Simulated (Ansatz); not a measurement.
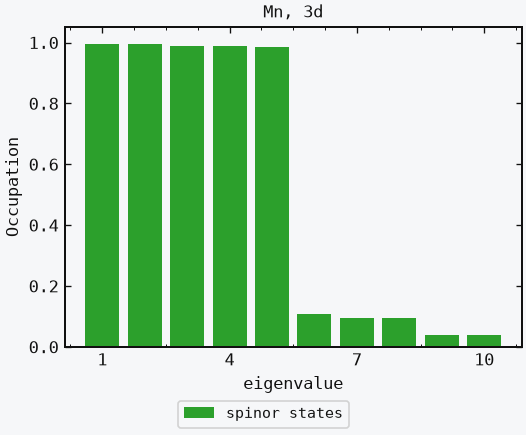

Eigenvalues of the local occupation matrix of the d shell (Löwdin-orthogonalised atomic projectors).

System: MnS, space group P6_3mc (No. 186), 4 atoms in the cell, MnS type.

```yaml
crystal:
  lattice:
    - [3.97600, 0.00000, 0.00000]
    - [-1.98800, 3.44332, 0.00000]
    - [0.00000, 0.00000, 6.43200]
  atoms:
    - { symbol: Mn, position: [0.33333, 0.66667, 0.00000] }
    - { symbol: Mn, position: [0.66667, 0.33333, 0.50000] }
    - { symbol: S, position: [0.33333, 0.66667, 0.38500] }
    - { symbol: S, position: [0.66667, 0.33333, 0.88500] }
```

Ansatz; DFT PBE+U, spin-orbit coupling, plane waves, PAW, Ueff = 2 eV on Mn atom 1 d; Ueff = 2 eV on Mn atom 2 d, 6×6×3 k mesh, 420 eV cutoff.

**What configuration do these occupations show?**

Counting eigenvalues over 0.6 as filled, Mn has 5 filled d states (d⁵); the eigenvalues sum to 5.3. The small eigenvalues come from mixing with neighbours' orbitals.

The run is magnetic, with moments that cancel, so time reversal doesn't pair the spinor levels. Start of the run: random orbitals: pairs, high filling. Such runs often end in metastable states, so this need not be the lowest one. The atoms aren't at rest in this cell (largest force 0.4 eV/Å), so the relaxed material can differ.
